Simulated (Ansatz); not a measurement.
```cif
data_structure
_symmetry_space_group_name_H-M 'P 1'
_symmetry_Int_Tables_number 1
_cell_length_a 11.4353
_cell_length_b 4.1545
_cell_length_c 4.3561
_cell_angle_alpha 90.000
_cell_angle_beta 90.000
_cell_angle_gamma 90.000
_cell_volume 206.95
loop_
_atom_site_label
_atom_site_type_symbol
_atom_site_fract_x
_atom_site_fract_y
_atom_site_fract_z
_atom_site_occupancy
Sn1 Sn 0.11826 0.25000 0.09375 1
Sn2 Sn 0.38174 0.75000 0.59375 1
Sn3 Sn 0.61826 0.25000 0.40625 1
Sn4 Sn 0.88174 0.75000 0.90625 1
Se1 Se 0.85750 0.25000 0.47689 1
Se2 Se 0.64250 0.75000 0.97689 1
Se3 Se 0.35750 0.25000 0.02311 1
Se4 Se 0.14250 0.75000 0.52311 1
```

Space group Pnma; a generated structure, not necessarily the stable one; computed pressure about 2 GPa in this cell.

Theory: DFT r2SCAN, scalar-relativistic, plane waves, PAW in Ansatz.

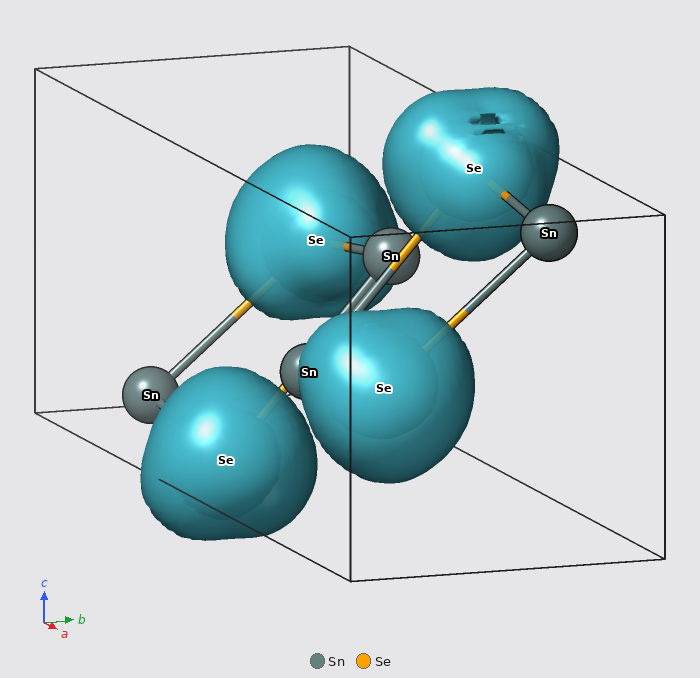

SnSe. Isosurface of the ELF at 0.75 (cyan), seen slightly off an axis. Core shells and regions of very low density are left out. Sticks mark near contacts.

Core electrons are frozen (PAW), and the valence fields are smoothed inside the atomic spheres.

### What do the ELF domains correspond to?

The ELF exceeds this value in four regions wrapped around Se (the valence shell of each), counted in one cell of 8 atoms. Regions shared between cells count once. Along the contacts the grid gives the following. Sn–Se (2.75 Å): the ELF is about 0.55 at the midpoint. Sn–Se (2.81 Å): the ELF is about 0.55 at the midpoint.
